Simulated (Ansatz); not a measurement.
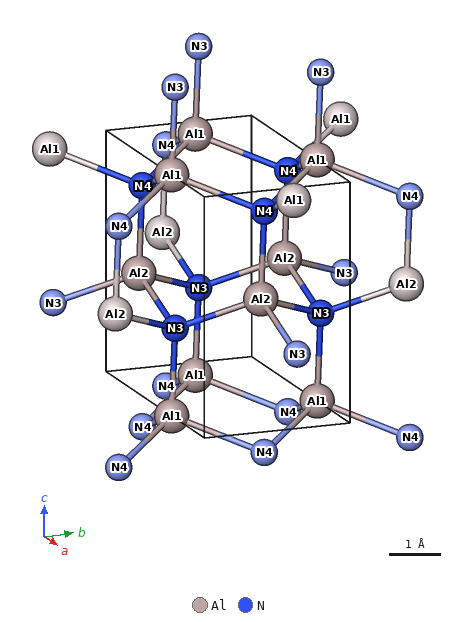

Figure 1. The structure as given in the input (ball-and-stick view of the cell 2 times as large as that of the calculation, set on its symmetry axes, seen slightly off an axis; neighbours outside the cell are drawn fainter; atoms are numbered from 1 in the order of the input). An atom can appear more than once, as a periodic image.

# What a change does: single-point calculation on AlN

System: AlN (Cm, 4 atoms in the cell).
Method of the first run: DFT r2SCAN, scalar-relativistic, plane waves, PAW, no spin polarisation (Ansatz 0.2.0).

The structure derives from an entry of the Crystallography Open Database. Text and figures count atoms from 1; the logs count them from 0 in places.

### Input, the first run
```yaml
crystal:
  lattice:
    - [3.1110021516, 0.0, 0.0]
    - [-1.5555010758, 2.6942068945, 0.0]
    - [0.0, 0.0, 4.978]
  atoms:
    - { symbol: Al, position: [0.3333333333, 0.6666666667, 0.0] }
    - { symbol: Al, position: [0.6666666667, 0.3333333333, 0.5] }
    - { symbol: "N", position: [0.4040611426, 0.7020305713, 0.3727994529] }
    - { symbol: "N", position: [0.737394476, 0.368697238, 0.8727994529] }
basis:
  ecutwfc: 500
kpoints:
  mp_grid: { grid: [12, 12, 6] }
hamiltonian:
  xc: r2scan
scf:
  occupations: { method: gaussian, width: 0.05 }
output:
  forces: true
  stress: true
  eigenvalues: true
```

Command:
```bash
ansatz run input.yaml --threads 1 --pin off --max-ram 2560MiB --backend cpu --events-out ev --progress --plain --runs-dir out
```

Hardware: 1 thread of AMD EPYC (Zen 5), 32 GiB of memory available, shared host.

### Output, shortened to warnings, some set-up lines, iterations and results (the first run)
```
Basis set: ecut = 500 eV, 1087 PW (Γ), exchange–correlation on 96×96×160 points (64 copies of the dense FFT grid, shifted against one another)
Symmetry: 2 space group operations
k-points: 242 of 864 (time reversal used)
Initial density: superposition of atomic densities (neutral atoms: chi_scale 0, normalization atom), corrected by the library's trained network
[...]
SCF iter   1: F=—  HF=-1856.284026 eV  |F-HF|=—  |Δ(HF+E_count)|=         —  Δρ=6.79e-3  dr2=1.95e-2  dr2_τ=3.27e-1  ethr=1.77e-3  ⟨swp⟩=5.7  Hψ=19464  notcnv=0
SCF iter   2: F=—  HF=-1856.422421 eV  |F-HF|=—  |Δ(HF+E_count)|=   1.38e-1  Δρ=4.59e-3  dr2=3.87e-3  dr2_τ=3.43e-4  ethr=1.22e-4  ⟨swp⟩=2.5  Hψ=7920  notcnv=0
SCF iter   3: F=—  HF=-1856.422258 eV  |F-HF|=—  |Δ(HF+E_count)|=   1.63e-4  Δρ=8.82e-4  dr2=2.19e-4  dr2_τ=6.63e-5  ethr=2.42e-5  ⟨swp⟩=1.1  Hψ=2918  notcnv=0
SCF iter   4: F=—  HF=-1856.422242 eV  |F-HF|=—  |Δ(HF+E_count)|=   1.63e-5  Δρ=2.07e-4  dr2=1.90e-5  dr2_τ=1.25e-6  ethr=1.37e-6  ⟨swp⟩=2.1  Hψ=4447  notcnv=0
SCF iter   5: F=—  HF=-1856.422237 eV  |F-HF|=—  |Δ(HF+E_count)|=   4.59e-6  Δρ=4.07e-5  dr2=5.80e-7  dr2_τ=9.44e-8  ethr=1.19e-7  ⟨swp⟩=2.1  Hψ=4479  notcnv=0
SCF iter   6: F=—  HF=-1856.422237 eV  |F-HF|=—  |Δ(HF+E_count)|=   1.03e-7  Δρ=3.05e-5  dr2=4.63e-7  dr2_τ=3.17e-8  ethr=6.25e-10  ⟨swp⟩=5.7  Hψ=15258  notcnv=0
SCF iter   7: F=-1856.422237 eV  HF=-1856.422237 eV  |F-HF|=3.53e-9  |Δ(HF+E_count)|=   4.29e-8  Δρ=5.38e-6  dr2=1.16e-8  dr2_τ=2.07e-10  ethr=6.25e-10  ⟨swp⟩=2.4  Hψ=10784  …
SCF 1 converged in 7 iterations: F = -1856.422237 eV  dr2 = 1.16e-8
SCF converged after 7 iterations
Free energy (F): -1856.422237 eV
Harris-Foulkes:  -1856.422237 eV  (|F-HF|=3.53e-9)
Internal energy: -1856.422237 eV  (E = F + TS)
E sigma→0 (E₀):  -1856.422237 eV
Fermi energy:    9.377667 eV
--- Per-component energies (eV) ---
  E_band       = 22.660691
  E_kinetic    = 322.043658
  E_local      = -452.266050  (includes V_loc(G=0)·N_el)
  E_nonlocal   = 109.138230
  E_hartree    = 158.416466
  E_xc         = -197.884250
  E_vxc        = -238.576539  (∫ρ·V_xc dr)
  E_paw        = -1205.197902  (= ΣΔE_a)
  E_vpaw       = -47.333829  (= ΣTr[D̂ρ^β])
  E_aug_tail   = 0.000038  (compensation charges beyond the density's cutoff)
  E_vtau       = 12.824591  (kinetic-family band-sum trace: ∫τ·v_τ [+ j·A + Jᵃ·Aᵃ] dr)
  E_ewald      = -590.493082
  E_core_change = -0.179345  (= ΣΔE_core)
  E_smearing   = -0.000000  (= −TS)
  E_closure    = -0.000000  (closes the sum)
  Σ components = -1856.422237   (vs F -1856.422237, Δ=0.00e0)
--- Forces (eV/Å), atoms counted from 1 ---
  atom   1  Al     3.19386788     1.84398048     0.11512348
  atom   2  Al     1.67820975     0.96891485    -0.11953604
  atom   3  N     -1.67603665    -0.96766021     0.12883567
  atom   4  N     -3.19607869    -1.84525689    -0.12441953
  max |Σ_I F_I| component: 3.77e-5 eV/Å
--- Stress (GPa, compression-positive) ---
        4.933464       2.203355       7.350432
        2.203355       2.389249       4.243774
        7.350450       4.243784       5.260051
  P = ⅓ Tr σ = 4.1943 GPa (41.943 kbar)
```

The input of the second run differs as follows (lines with − go, lines with + come):
```diff
-    - { symbol: "N", position: [0.4040611426, 0.7020305713, 0.3727994529] }
-    - { symbol: "N", position: [0.737394476, 0.368697238, 0.8727994529] }
+    - { symbol: "N", position: [0.2979694287, 0.6489847143, 0.3911002736] }
+    - { symbol: "N", position: [0.631302762, 0.315651381, 0.8911002736] }
```

Predict how the results change.

With the same functional and potentials, the second run lies 92.0 meV per atom lower. The gap on the mesh goes from 4.55 to 4.64 eV. The pressure goes from 4.19 to 0.79 GPa. The largest force goes from 3.693 to 2.017 eV/Å. The number of SCF iterations is the same.

### Output, shortened to warnings, some set-up lines, iterations and results (the second run)
```
Basis set: ecut = 500 eV, 1087 PW (Γ), exchange–correlation on 96×96×160 points (64 copies of the dense FFT grid, shifted against one another)
Symmetry: 2 space group operations
k-points: 242 of 864 (time reversal used)
Initial density: superposition of atomic densities (neutral atoms: chi_scale 0, normalization atom), corrected by the library's trained network
[...]
SCF iter   1: F=—  HF=-1856.649556 eV  |F-HF|=—  |Δ(HF+E_count)|=         —  Δρ=6.62e-3  dr2=1.81e-2  dr2_τ=3.16e-1  ethr=1.77e-3  ⟨swp⟩=5.7  Hψ=19304  notcnv=0
SCF iter   2: F=—  HF=-1856.790361 eV  |F-HF|=—  |Δ(HF+E_count)|=   1.41e-1  Δρ=4.53e-3  dr2=3.84e-3  dr2_τ=3.06e-4  ethr=1.13e-4  ⟨swp⟩=2.5  Hψ=7954  notcnv=0
SCF iter   3: F=—  HF=-1856.790096 eV  |F-HF|=—  |Δ(HF+E_count)|=   2.65e-4  Δρ=7.30e-4  dr2=1.59e-4  dr2_τ=6.19e-5  ethr=2.40e-5  ⟨swp⟩=1.1  Hψ=2935  notcnv=0
SCF iter   4: F=—  HF=-1856.790081 eV  |F-HF|=—  |Δ(HF+E_count)|=   1.47e-5  Δρ=1.91e-4  dr2=1.61e-5  dr2_τ=9.64e-7  ethr=9.91e-7  ⟨swp⟩=2.1  Hψ=4515  notcnv=0
SCF iter   5: F=—  HF=-1856.790077 eV  |F-HF|=—  |Δ(HF+E_count)|=   3.58e-6  Δρ=4.25e-5  dr2=8.66e-7  dr2_τ=9.30e-8  ethr=1.00e-7  ⟨swp⟩=2.0  Hψ=4706  notcnv=0
SCF iter   6: F=—  HF=-1856.790077 eV  |F-HF|=—  |Δ(HF+E_count)|=   6.32e-8  Δρ=2.37e-5  dr2=2.77e-7  dr2_τ=1.22e-8  ethr=6.25e-10  ⟨swp⟩=5.1  Hψ=15011  notcnv=0
SCF iter   7: F=-1856.790077 eV  HF=-1856.790077 eV  |F-HF|=2.05e-8  |Δ(HF+E_count)|=   3.27e-8  Δρ=9.21e-6  dr2=4.16e-8  dr2_τ=1.27e-9  ethr=6.25e-10  ⟨swp⟩=4.0  Hψ=9185  …
SCF 1 converged in 7 iterations: F = -1856.790077 eV  dr2 = 4.16e-8
SCF converged after 7 iterations
Free energy (F): -1856.790077 eV
Harris-Foulkes:  -1856.790077 eV  (|F-HF|=2.05e-8)
Internal energy: -1856.790077 eV  (E = F + TS)
E sigma→0 (E₀):  -1856.790077 eV
Fermi energy:    9.417451 eV
--- Per-component energies (eV) ---
  E_band       = 22.734010
  E_kinetic    = 321.395820
  E_local      = -450.161837  (includes V_loc(G=0)·N_el)
  E_nonlocal   = 108.651665
  E_hartree    = 157.799108
  E_xc         = -197.787857
  E_vxc        = -238.453176  (∫ρ·V_xc dr)
  E_paw        = -1204.980315  (= ΣΔE_a)
  E_vpaw       = -47.104595  (= ΣTr[D̂ρ^β])
  E_aug_tail   = 0.000038  (compensation charges beyond the density's cutoff)
  E_vtau       = 12.812511  (kinetic-family band-sum trace: ∫τ·v_τ [+ j·A + Jᵃ·Aᵃ] dr)
  E_ewald      = -591.527354
  E_core_change = -0.179345  (= ΣΔE_core)
  E_smearing   = -0.000000  (= −TS)
  E_closure    = 0.000000  (closes the sum)
  Σ components = -1856.790077   (vs F -1856.790077, Δ=0.00e0)
--- Forces (eV/Å), atoms counted from 1 ---
  atom   1  Al    -1.19743525    -0.69133956     0.65598847
  atom   2  Al    -1.64046240    -0.94712141     0.68575035
  atom   3  N      1.64261793     0.94836591    -0.68679908
  atom   4  N      1.19531242     0.69011395    -0.65497002
  max |Σ_I F_I| component: 3.27e-5 eV/Å
--- Stress (GPa, compression-positive) ---
        3.365026       0.619157      -3.187093
        0.619157       2.650086      -1.840069
       -3.187119      -1.840084      -3.649396
  P = ⅓ Tr σ = 0.7886 GPa (7.886 kbar)
```

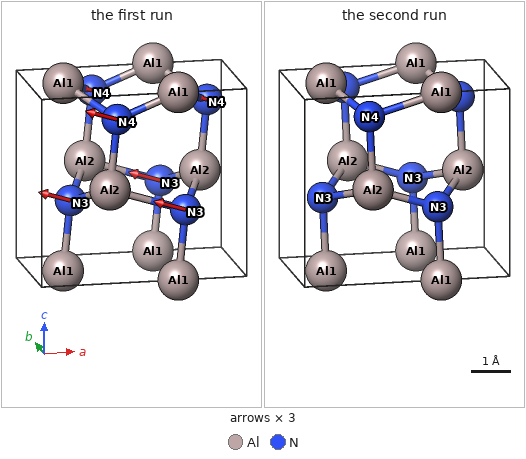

Figure 2. The two input geometries at one scale (ball-and-stick view of the cell 2 times as large as that of the calculation, set on its symmetry axes, seen slightly off an axis). The red arrows on the first give the shifts of the atoms relative to the cell, magnified 3 times. The largest moves, 0.30 Å, are those of N3 and N4. Al stays in place. The cell doesn't change. Among the contacts that change: Al2–N3 2.085 → 1.785 Å, Al1–N4 1.726 → 1.968 Å, Al1–N3 1.866 → 1.949 Å.

### The two runs side by side

```csv
quantity,the first run,the second run
outcome,converged,converged
free energy per atom (eV),−464.1056,−464.1975
gap on the mesh (eV),4.55,4.64
pressure (GPa),4.19,0.79
largest force (eV/Å),3.693,2.017
SCF iterations,7,7
irreducible k-points,242,242
plane waves at Γ,1087,1087
wall time (shared host),7.9 s,8.2 s
```
